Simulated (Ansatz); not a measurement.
Consider Si11O24 (cell with a defect).

Input file:

```
crystal:
  lattice:
    - [-2.3825, 4.126611, 5.296]
    - [4.765, 0.0, 5.296]
    - [4.765, 8.253222, 0.0]
  atoms:
    - { symbol: Si, position: [0.10533334, 0.56133333, 0.94733334] }
    - { symbol: Si, position: [0.39466667, -0.06133333, 0.03066667] }
    - { symbol: O, position: [0.32650001, 0.44049999, 0.98425001] }
    - { symbol: O, position: [0.92133334, 0.51233333, 0.09633334] }
    - { symbol: O, position: [0.90266667, 0.19766666, 0.34416667] }
    - { symbol: O, position: [0.1735, 0.0595, 0.11775] }
    - { symbol: O, position: [0.57866667, 0.98766666, 0.06316667] }
    - { symbol: O, position: [0.59733334, 0.30233333, 0.14433334] }
    - { symbol: Si, position: [0.10533334, 0.56133333, 0.44733334] }
    - { symbol: Si, position: [0.39466667, 0.93866666, 0.53066667] }
    - { symbol: Si, position: [0.0, 0.0, 0.77200001] }
    - { symbol: O, position: [0.3265, 0.4405, 0.48425001] }
    - { symbol: O, position: [0.92133334, 0.51233333, 0.59633334] }
    - { symbol: O, position: [0.90266667, 0.19766666, 0.84416668] }
    - { symbol: O, position: [0.1735, 0.0595, 0.61775001] }
    - { symbol: O, position: [0.57866667, 0.98766666, 0.56316667] }
    - { symbol: O, position: [0.59733334, 0.30233333, 0.64433334] }
    - { symbol: Si, position: [0.60533334, 0.06133333, 0.19733334] }
    - { symbol: Si, position: [0.89466667, 0.43866666, 0.28066667] }
    - { symbol: Si, position: [0.5, 0.5, 0.52200001] }
    - { symbol: O, position: [0.8265, 0.9405, 0.23425001] }
    - { symbol: O, position: [0.42133334, 0.01233333, 0.34633334] }
    - { symbol: O, position: [0.40266667, 0.69766666, 0.59416667] }
    - { symbol: O, position: [0.6735, 0.5595, 0.36775001] }
    - { symbol: O, position: [0.07866667, 0.48766666, 0.31316667] }
    - { symbol: O, position: [0.09733334, 0.80233333, 0.39433334] }
    - { symbol: Si, position: [0.60533334, 0.06133333, 0.69733334] }
    - { symbol: Si, position: [0.89466667, 0.43866666, 0.78066668] }
    - { symbol: Si, position: [0.5, 0.5, 0.022] }
    - { symbol: O, position: [0.82650001, 0.94049999, 0.73425001] }
    - { symbol: O, position: [0.42133334, 0.01233333, 0.84633334] }
    - { symbol: O, position: [0.40266667, 0.69766666, 0.09416667] }
    - { symbol: O, position: [0.67350001, 0.55949999, 0.86775001] }
    - { symbol: O, position: [0.07866667, 0.48766666, 0.81316667] }
    - { symbol: O, position: [0.09733334, 0.80233333, 0.89433334] }
basis:
  ecutwfc: 500.0
kpoints:
  mp_grid: { grid: [2, 2, 2] }
hamiltonian:
  xc: r2scan
  dispersion: d3bj
  pseudopotentials: { kind: paw, azcp: { folder: soft_1 } }
scf:
  occupations: { method: gaussian, width: 0.05 }
  lower_state_search: "off"
relax:
  f_tol: 0.03
  max_steps: 60
  adjacent_minimum: "off"
output:
  write_density: true
  write_potential: true
  elf: true
  volumetric_format: npy
```

Launched as:

```sh
ansatz run input.yaml --threads 4 --pin off --max-ram 10240MiB --backend cpu --events-out ev --progress --plain --runs-dir out
```

The fields are those of the run's last geometry, not of the input's.

PAW files of the earlier set (soft_1).

Theory: Ansatz 0.2.0, DFT r2SCAN-D3(BJ), scalar-relativistic, plane waves, PAW.

What will maps of the valence pseudo-density and electron localisation function show?

Si–O (1.61 Å): ρ is about 1.3 e/Å³ halfway; the ELF peaks at about 0.85 between the atoms: a polar covalent bond.
Si–O (1.61 Å): ρ at the midpoint is about 1.3 e/Å³; the ELF peaks at about 0.85 between the atoms, as expected for a polar covalent bond.

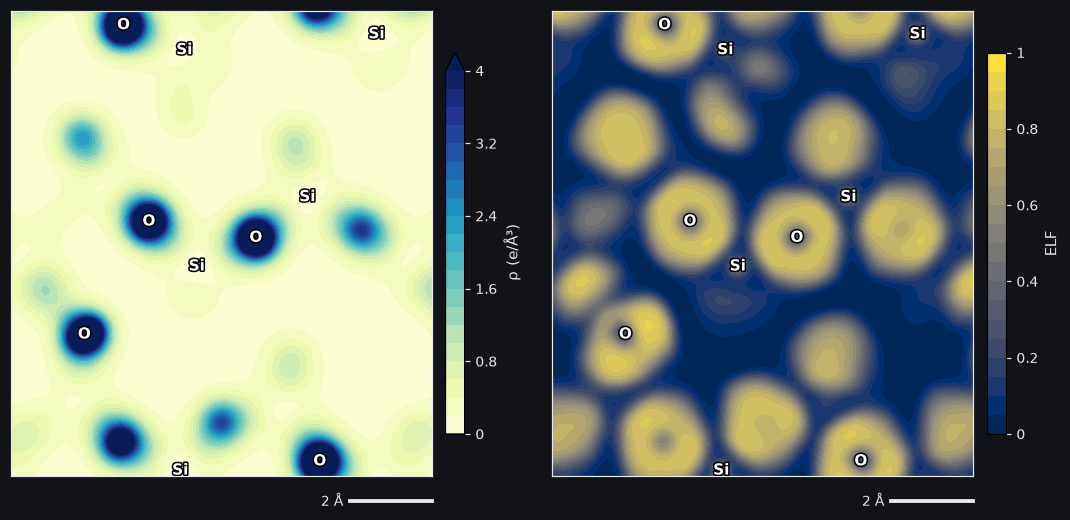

Computed valence pseudo-density and electron localisation function on the (11̄0) plane of the calculation cell, in this order. Atoms just off the plane (Si, 0.3 Å away and O, 0.3 Å away) can leave unmarked features too.

Core electrons are frozen (PAW), and the valence fields are smoothed inside the atomic spheres.
